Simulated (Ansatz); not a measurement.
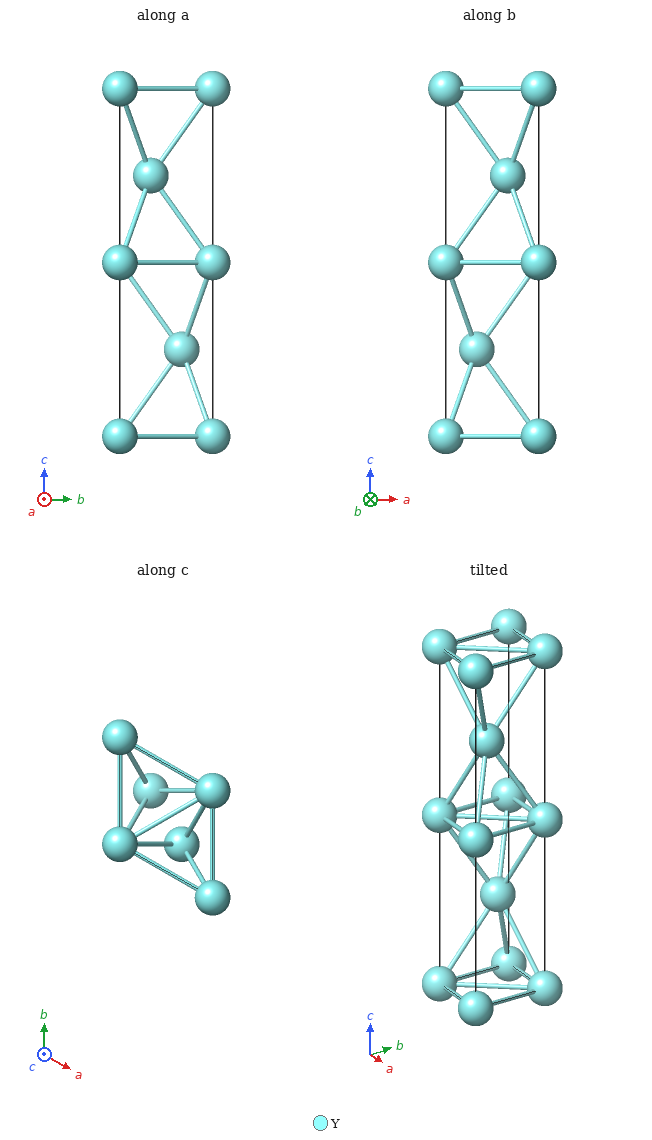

Ball-and-stick model, viewed along the a axis, along the b axis, along the c axis and slightly off an axis. Atoms at the boundary of the conventional unit cell (the box) are drawn once for each face, edge or corner they touch.

Lattice parameters: a = 3.6387 Å, b = 3.6387 Å, c = 11.8253 Å, α = 90.000°, β = 90.000°, γ = 120.000°.

Q: From the views, write a CIF with its space group and independent sites.

A:
```cif
data_structure
_symmetry_space_group_name_H-M 'P 63/m m c'
_symmetry_Int_Tables_number 194
_cell_length_a 3.6387
_cell_length_b 3.6387
_cell_length_c 11.8253
_cell_angle_alpha 90.000
_cell_angle_beta 90.000
_cell_angle_gamma 120.000
_cell_volume 135.59
loop_
_atom_site_label
_atom_site_type_symbol
_atom_site_symmetry_multiplicity
_atom_site_Wyckoff_symbol
_atom_site_fract_x
_atom_site_fract_y
_atom_site_fract_z
_atom_site_occupancy
Y1 Y 2 a 0.0000 0.0000 0.0000 1
Y2 Y 2 c 0.3333 0.6667 0.2500 1
```

The model was built from a structure type filled with this element by a generator (whether the element takes this form wasn't checked). Relaxation method: DFT, r2SCAN, plane waves (500 eV) with PAW, scalar-relativistic in Ansatz.
